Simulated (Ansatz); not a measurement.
## Al: geometry relaxation (part 2 of 2)

The same run, continued: Al (slab, 13 atoms in the cell); DFT PBE, scalar-relativistic, plane waves, PAW, no spin polarisation (Ansatz 0.2.0); cutoff 420 eV, 6×6×1 k-mesh, Gaussian smearing of 0.1 eV. The structure derives from an entry of the Crystallography Open Database. The input holds or restrains some coordinates.

Geometry of the input (Å; fractional positions):
```
5.7143  0.0000  0.0000
-2.8572  4.9487  0.0000
0.0000  0.0000  20.1016
Al 0.3333  0.1667  0.1990
Al 0.3333  0.6667  0.1990
Al 0.8333  0.1667  0.1990
Al 0.8333  0.6667  0.1990
Al 0.1667  0.3333  0.3135
Al 0.1667  0.8333  0.3135
Al 0.6667  0.3333  0.3135
Al 0.6667  0.8333  0.3135
Al 0.0000  0.0000  0.4279
Al -0.0000  0.5000  0.4279
Al 0.5000  0.0000  0.4279
Al 0.5000  0.5000  0.4279
Al 0.3333  0.1667  0.5219
```

```
WARN: The output density's exchange-correlation potential varies sharply where the density is thin. Do not read a vacuum level from v_tot or v_xc, or from such a field of the output density. On a cell that repeats whose density bears no net charge and no dipole along the vacuum's axis use v_es (v_loc + v_h of the components); under efield.dipole_correction with no amplitude use v_es + v_field, which holds any external_charges[].barrier, or the levels of the report's work_function block, which leave it out; under a non-zero efield.amplitude the vacuum is tilted and has no level; on a cell that repeats and bears such a dipole with no correction it is tilted too, and efield.dipole_correction with no amplitude gives each side of its ramp a level where efield: is served; in a cell that repeats whose density bears a net charge (total_charge, or a fill off its count) it is curved and has none; of a slab under crystal.periodic whose density bears no net charge use v_es, which has a level on each side, short of where the two are joined; of another it falls or rises all the way out and has none; of a slab beside external_charges read slab_vacuum_level instead, which it has where they leave it neutral. The grid or the basis barely resolves most such structure, and the values can differ between equally converged runs; as a rule a tighter scf.convergence.dr2_threshold does not remove it. Where the density itself ripples (under the LDA too) a higher basis.ecutwfc lessens it. The files hold the spikes' plane waves up to the density's cutoff. Files: v_tot_of_output_density and the like, and their columns of v_z.tsv (output.write_potential); v_xc_of_output_density and the like, and their columns of v_comp_z.tsv (output.write_potential_components). Measured: with its Gaussian average of σ = 0.25 Å subtracted twice, the exchange-correlation potential is over 0.1 eV at 1054 of the grid points where the equally averaged density (valence and model cores) is under 1e-3 e/Å³, and 0.410 eV at the most among them, at an averaged density of 1.7e-7 e/Å³. The input density's (outcome.potential() and, of a run that writes arrays, v_tot and v_xc) is over 0.1 eV, so measured, at 423 points of its own thin density, 0.263 eV at the most. See output.write_potential in the manual, Limitations
SCF converged after 4 iterations
Free energy (F): -6983.879957 eV
Harris-Foulkes:  -6983.879957 eV  (|F-HF|=7.91e-8)
Internal energy: -6983.860831 eV  (E = F + TS)
E sigma→0 (E₀):  -6983.870394 eV
Entropy (-TS):   -0.019125 eV (-1.471 meV/atom)
Fermi energy:    0.362560 eV
Dipole field:    D = -0.017896 V/Å  (p = -0.056220 e·Å, saw-weighted, corrected)
Work function:   Φ+ = 4.4270 eV   Φ− = 4.0672 eV
Levels:          The Fermi level and band energies are counted from a zero that moves with the ramp; work functions are not
--- Per-component energies (eV) ---
  E_band       = -139.882698
  E_kinetic    = 280.405270
  E_local      = -6087.766608  (includes V_loc(G=0)·N_el)
  E_nonlocal   = 137.663601
  E_hartree    = 2970.694348
  E_xc         = -507.165709
  E_vxc        = -363.645518  (∫ρ·V_xc dr)
  E_paw        = -6075.147025  (= ΣΔE_a)
  E_vpaw       = -47.503393  (= ΣTr[D̂ρ^β])
  E_aug_tail   = -0.000028  (compensation charges beyond the density's cutoff)
  E_efield     = 0.000503  (sawtooth field / dipole correction)
  E_vefield    = -0.417321  (∫n·V_field dr)
  E_ewald      = 2297.454816
  E_smearing   = -0.019125  (= −TS)
  E_closure    = -0.000000  (closes the sum)
  Σ components = -6983.879957   (vs F -6983.879957, Δ=0.00e0)
--- Forces (eV/Å), atoms counted from 1 ---
  atom   1  Al    -0.00000000    -0.00000000    -0.13264383
  atom   2  Al    -0.01371228    -0.00791679    -0.07521267
  atom   3  Al    -0.00000000     0.01583358    -0.07521267
  atom   4  Al     0.01371228    -0.00791679    -0.07521267
  atom   5  Al    -0.00374076     0.00215973    -0.02179034
  atom   6  Al    -0.00000000    -0.00431945    -0.02179034
  atom   7  Al     0.00374076     0.00215973    -0.02179034
  atom   8  Al     0.00000000    -0.00000000     0.15193935
  atom   9  Al    -0.08494116    -0.04904080     0.03897932
  atom  10  Al     0.00000000     0.00000000     0.17663722
  atom  11  Al     0.08494116    -0.04904080     0.03897932
  atom  12  Al    -0.00000000     0.09808161     0.03897932
  atom  13  Al    -0.00000000    -0.00000000    -0.02196034
  max |Σ_I F_I| component: 9.87e-5 eV/Å
--- Band table (eV; the first three rows and the last of 7) ---
  k-point 0: bands = ["-10.1578", "-8.5424", "-6.1597", "-4.4002", "-4.2736", "-4.2736", "-4.2446", "-4.2446", "-4.2426", "-3.7873", "-2.9235", "-2.9235", "-2.8385", "-2.4125", "-2.3358", "-2.3358", "-1.3863", "-0.4295", "-0.4295", "-0.1726", "0.1253", "0.1253", "0.2849", "1.3347", "2.0531", "2.0531", "2.3465", "2.9420", "2.9420", "3.0751", "3.6960", "4.5902", "4.6016"]
  k-point 1: bands = ["-9.9908", "-8.3786", "-6.1171", "-5.9404", "-5.0746", "-5.0579", "-4.4882", "-3.8124", "-3.4724", "-3.2784", "-3.1566", "-3.1233", "-2.3466", "-1.8575", "-1.5852", "-1.5048", "-1.1673", "-0.9104", "-0.6650", "-0.5040", "0.6623", "0.7803", "1.0589", "1.4542", "1.8393", "1.9654", "2.0382", "3.1555", "3.3207", "3.7514", "3.9454", "4.2206", "4.3774"]
  k-point 2: bands = ["-9.4911", "-7.8948", "-7.5039", "-6.0205", "-5.5937", "-5.5407", "-5.3982", "-4.1220", "-3.9306", "-3.5344", "-2.8318", "-1.9027", "-1.8638", "-1.4526", "-1.2437", "-0.9313", "-0.2997", "-0.1168", "-0.0456", "0.2436", "0.9976", "1.2943", "1.4979", "1.8679", "1.9640", "1.9949", "2.5306", "2.5673", "2.7871", "3.5230", "3.6947", "3.9614", "4.1609"]
  k-point 6: bands = ["-8.2105", "-8.1509", "-8.1444", "-6.7898", "-6.4724", "-6.4678", "-4.7249", "-3.8439", "-3.8377", "-2.4785", "-2.3821", "-2.3227", "-2.2800", "-1.3190", "-1.0265", "-0.9698", "-0.5022", "-0.4762", "-0.0852", "1.2255", "1.5067", "1.9172", "2.2310", "2.4015", "2.4700", "3.1224", "3.1344", "3.2460", "3.4097", "3.4923", "3.7531", "4.2157", "4.2561"]
--- Relaxed structure (4 steps of the walk, 4 accepted, 0 SCFs on fresh bases) ---
  F+E_penalty+E_count = -6983.87995652 eV   max|allowed force component| = 2.196e-2 eV/Å
  atoms:
    - { symbol: Al, position: [0.33333333333333337, 0.16666666666666669, 0.1989887147] }
    - { symbol: Al, position: [0.3333333333333333, 0.6666666666666667, 0.1989887147] }
    - { symbol: Al, position: [0.8333333333333331, 0.1666666666666667, 0.1989887147] }
    - { symbol: Al, position: [0.8333333333333333, 0.6666666666666667, 0.1989887147] }
    - { symbol: Al, position: [0.16666666666666666, 0.3333333333333333, 0.3134533099] }
    - { symbol: Al, position: [0.16666666666666663, 0.8333333333333334, 0.3134533099] }
    - { symbol: Al, position: [0.6666666666666666, 0.3333333333333333, 0.3134533099] }
    - { symbol: Al, position: [0.6666666666666666, 0.8333333333333334, 0.3134533099] }
    - { symbol: Al, position: [-1.281026566896929e-17, -1.0401497755443079e-18, 0.4279074452] }
    - { symbol: Al, position: [0.0, 0.4999999999999999, 0.4279074452] }
    - { symbol: Al, position: [0.5, -1.0401497755443079e-18, 0.4279074452] }
    - { symbol: Al, position: [0.5, 0.4999999999999999, 0.4279074452] }
    - { symbol: Al, position: [0.33333333333333337, 0.16666666666666669, 0.5367708763902082] }
```

Trajectory as extended XYZ (Å, eV, eV/Å), 4 frames, from step=1 to step=4:
```
13
Lattice="5.7143 0.0000 0.0000 -2.8572 4.9487 0.0000 0.0000 0.0000 20.1016" Properties=species:S:1:pos:R:3:forces:R:3 step=1 energy=-6983.62848
Al    1.4286    0.8248    4.0000    0.0000   0.0000  -0.1604
Al    0.0000    3.2992    4.0000   -0.0172  -0.0100  -0.1140
Al    4.2857    0.8248    4.0000    0.0000   0.0199  -0.1140
Al    2.8572    3.2992    4.0000    0.0172  -0.0100  -0.1140
Al    0.0000    1.6496    6.3009   -0.0226   0.0130  -0.0581
Al   -1.4286    4.1239    6.3009    0.0000  -0.0261  -0.0581
Al    2.8572    1.6496    6.3009    0.0226   0.0130  -0.0581
Al    1.4286    4.1239    6.3009    0.0000   0.0000   0.1562
Al    0.0000    0.0000    8.6016   -0.4938  -0.2851  -0.5086
Al   -1.4286    2.4744    8.6016    0.0000   0.0000   0.1490
Al    2.8572    0.0000    8.6016    0.4938  -0.2851  -0.5086
Al    1.4286    2.4744    8.6016    0.0000   0.5701  -0.5086
Al    1.4286    0.8248   10.4911    0.0000   0.0000   1.8980
13
Lattice="5.7143 0.0000 0.0000 -2.8572 4.9487 0.0000 0.0000 0.0000 20.1016" Properties=species:S:1:pos:R:3:forces:R:3 step=2 energy=-6983.84767
Al    1.4286    0.8248    4.0000    0.0000   0.0000  -0.1472
Al    0.0000    3.2992    4.0000   -0.0154  -0.0089  -0.0901
Al    4.2857    0.8248    4.0000    0.0000   0.0177  -0.0901
Al    2.8572    3.2992    4.0000    0.0154  -0.0089  -0.0901
Al    0.0000    1.6496    6.3009   -0.0087   0.0050  -0.0368
Al   -1.4286    4.1239    6.3009    0.0000  -0.0100  -0.0368
Al    2.8572    1.6496    6.3009    0.0087   0.0050  -0.0368
Al    1.4286    4.1239    6.3009    0.0000   0.0000   0.1562
Al    0.0000    0.0000    8.6016   -0.1981  -0.1143  -0.1305
Al   -1.4286    2.4744    8.6016    0.0000   0.0000   0.1678
Al    2.8572    0.0000    8.6016    0.1981  -0.1143  -0.1305
Al    1.4286    2.4744    8.6016    0.0000   0.2287  -0.1305
Al    1.4286    0.8248   10.6722    0.0000   0.0000   0.5962
13
Lattice="5.7143 0.0000 0.0000 -2.8572 4.9487 0.0000 0.0000 0.0000 20.1016" Properties=species:S:1:pos:R:3:forces:R:3 step=3 energy=-6983.87995
Al    1.4286    0.8248    4.0000    0.0000   0.0000  -0.1329
Al    0.0000    3.2992    4.0000   -0.0137  -0.0079  -0.0756
Al    4.2857    0.8248    4.0000    0.0000   0.0158  -0.0756
Al    2.8572    3.2992    4.0000    0.0137  -0.0079  -0.0756
Al    0.0000    1.6496    6.3009   -0.0036   0.0021  -0.0210
Al   -1.4286    4.1239    6.3009    0.0000  -0.0042  -0.0210
Al    2.8572    1.6496    6.3009    0.0036   0.0021  -0.0210
Al    1.4286    4.1239    6.3009    0.0000   0.0000   0.1528
Al    0.0000    0.0000    8.6016   -0.0852  -0.0492   0.0383
Al   -1.4286    2.4744    8.6016    0.0000   0.0000   0.1764
Al    2.8572    0.0000    8.6016    0.0852  -0.0492   0.0383
Al    1.4286    2.4744    8.6016    0.0000   0.0984   0.0383
Al    1.4286    0.8248   10.7900    0.0000   0.0000  -0.0216
13
Lattice="5.7143 0.0000 0.0000 -2.8572 4.9487 0.0000 0.0000 0.0000 20.1016" Properties=species:S:1:pos:R:3:forces:R:3 step=4 energy=-6983.87996
Al    1.4286    0.8248    4.0000    0.0000   0.0000  -0.1326
Al    0.0000    3.2992    4.0000   -0.0137  -0.0079  -0.0752
Al    4.2857    0.8248    4.0000    0.0000   0.0158  -0.0752
Al    2.8572    3.2992    4.0000    0.0137  -0.0079  -0.0752
Al    0.0000    1.6496    6.3009   -0.0037   0.0022  -0.0218
Al   -1.4286    4.1239    6.3009    0.0000  -0.0043  -0.0218
Al    2.8572    1.6496    6.3009    0.0037   0.0022  -0.0218
Al    1.4286    4.1239    6.3009    0.0000   0.0000   0.1519
Al    0.0000    0.0000    8.6016   -0.0849  -0.0490   0.0390
Al   -1.4286    2.4744    8.6016    0.0000   0.0000   0.1766
Al    2.8572    0.0000    8.6016    0.0849  -0.0490   0.0390
Al    1.4286    2.4744    8.6016    0.0000   0.0981   0.0390
Al    1.4286    0.8248   10.7900    0.0000   0.0000  -0.0220
```

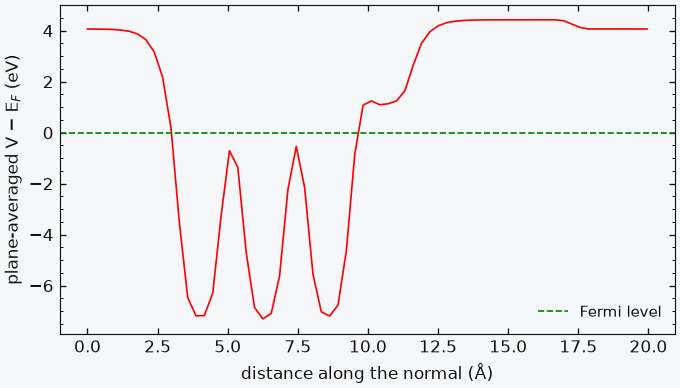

Figure 1. Plane average of the electrostatic potential energy of an electron across the cell, from the Fermi level. The vacuum level lies 4.43 eV above the Fermi level on the upper side and 4.07 eV on the lower.

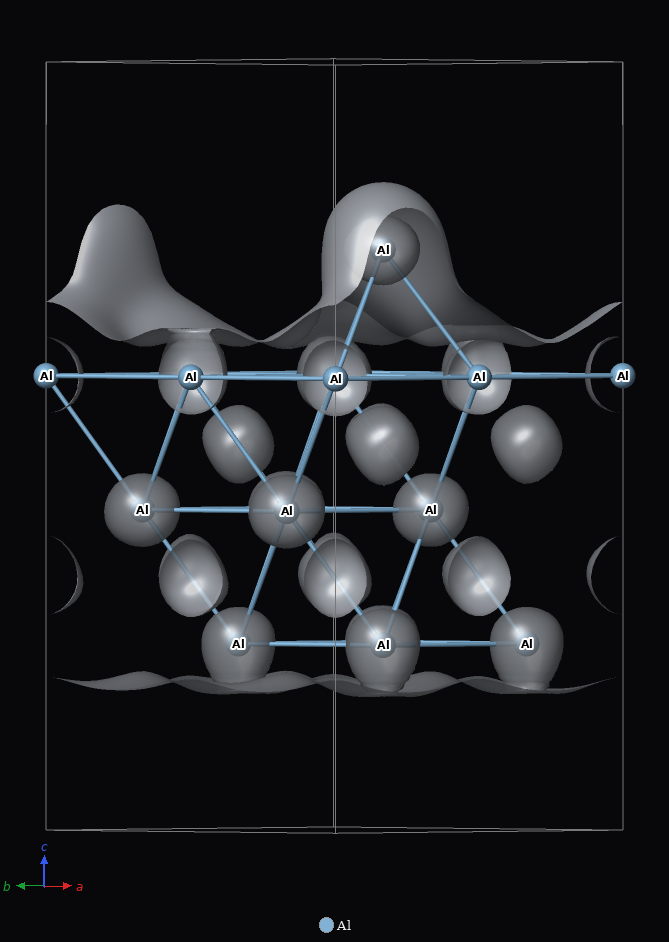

Figure 2. Isosurface of the valence electron density at 0.15 e/Å³ (grey), seen at an oblique angle. Sticks mark near contacts. At this value the density is joined into sheets; it holds about 75 % of the electrons treated as valence. On the grid the lowest density along these lines, outside the cores, is 0.22 e/Å³ (Al–Al, 2.74 Å) and 0.21 e/Å³ (Al–Al, 2.83 Å). Core electrons are frozen (PAW), so the fields are smoothed inside the atomic spheres.

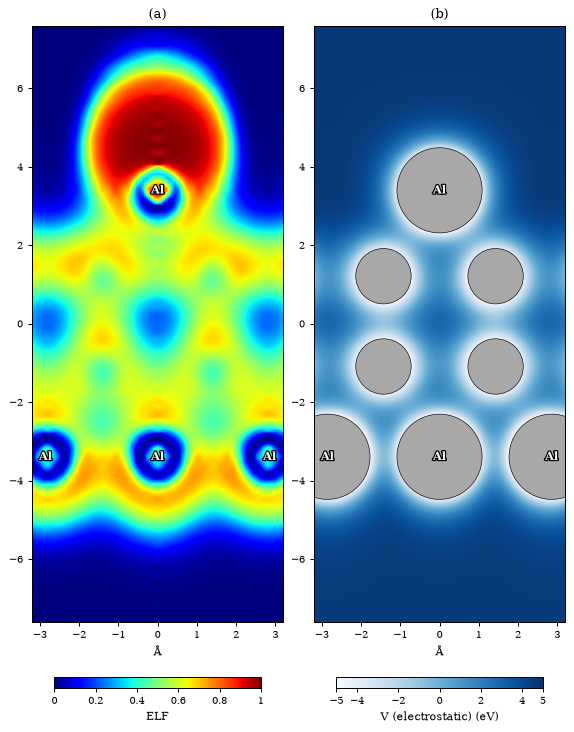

Figure 3. (a) ELF; (b) electrostatic potential energy of an electron on the (010) plane of the calculation cell, a cut from vacuum to vacuum. Grey discs, where drawn, cover atomic cores. The plane passes through Al nuclei.
